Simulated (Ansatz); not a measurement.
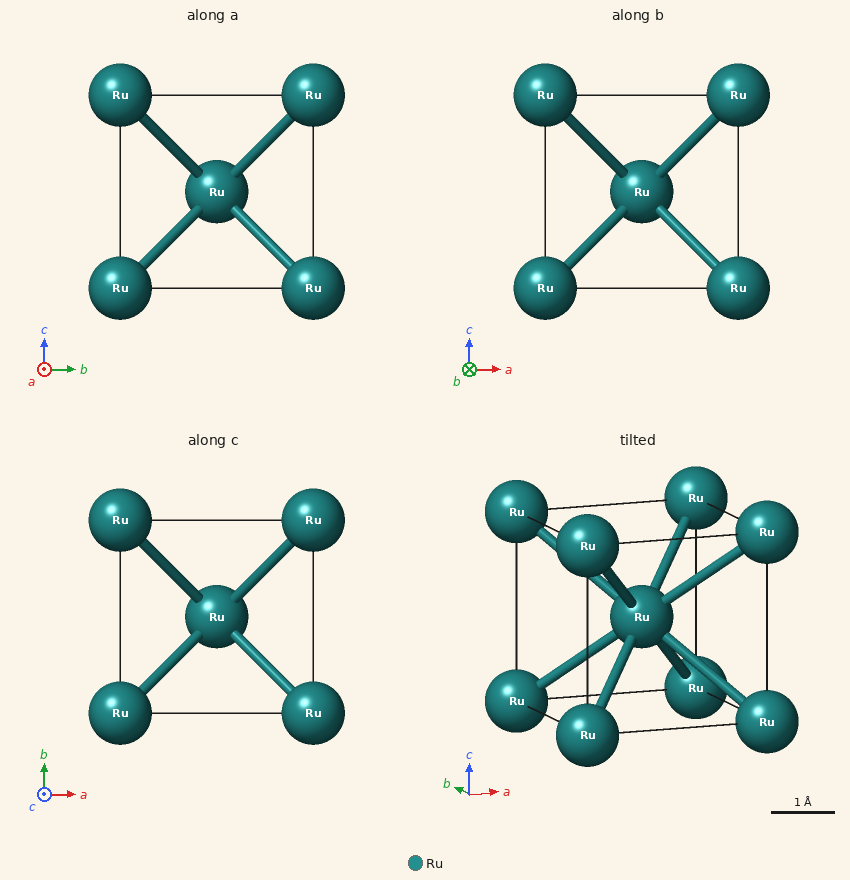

Crystal structure, ball-and-stick style, seen along the a axis, along the b axis, along the c axis and slightly off an axis. Thin lines show the conventional unit cell, with boundary atoms drawn in all their periodic places.

Lattice parameters: a = 3.108 Å, b = 3.108 Å, c = 3.108 Å, α = 90.00°, β = 90.00°, γ = 90.00°.

Turn the picture into a table of Wyckoff sites.

Answer. Space group Im-3m (No. 229).
```
atom  site       x       y       z
  Ru    2a  0.0000  0.0000  0.0000
```

The structure was taken from a structure type filled with this element by a generator (whether the element takes this form wasn't checked). The cell was then strained or its atoms displaced on purpose. A calculation with Ansatz used it as input.

At this level of theory the cell isn't at rest (stretched, at -13 GPa), so its distances can differ from those at equilibrium, the more so the softer the solid.
